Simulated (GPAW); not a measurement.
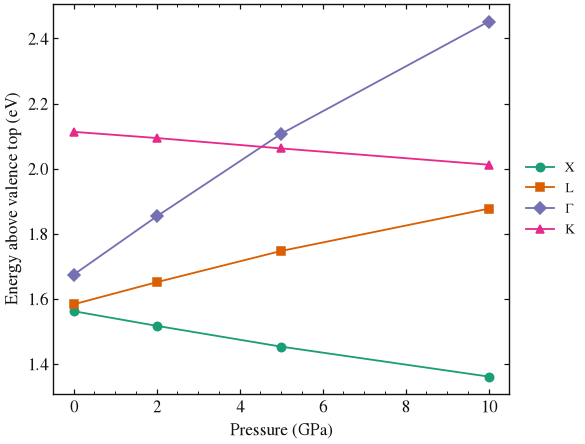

Lowest conduction level at each named k point, counted from the valence-band top at Γ.

System: zincblende GaP, space group F-43m, 2 atoms in the primitive cell. Cell and atoms are relaxed at each pressure; at 0 GPa, cubic a = 5.481 Å. Method: PBEsol, PAW data sets generated in the run's folder for this functional, no spin polarisation, no spin-orbit coupling, 8×8×8 k mesh, 600 eV cutoff (GPAW 26.7.0).

### How does each level move from 0 GPa to 10 GPa?

X falls by 0.20 eV, L rises by 0.30 eV, Γ rises by 0.78 eV and K falls by 0.10 eV.

### What are the pressure coefficients?

Straight lines through the points have slopes of −20 at X, +29 at L, +77 at Γ and −10 at K (meV per GPa). The points bend away from straight lines by up to 0.03 eV, so these are means over the range.

The values:
```csv
pressure,X (eV),L (eV),Γ (eV),K (eV),volume (Å³/atom)
0 GPa,1.56,1.58,1.67,2.11,20.58
2 GPa,1.52,1.65,1.85,2.09,20.14
5 GPa,1.45,1.75,2.11,2.06,19.54
10 GPa,1.36,1.88,2.45,2.01,18.77
```

Later steps reuse the first step's grids. Measured GaP has its conduction bottom near X; the order of its valleys hangs on the functional and the volume. LDA, GGA and most meta-GGA functionals understate gaps. The potentials hold the d shell of Ga in the core, which widens gaps.
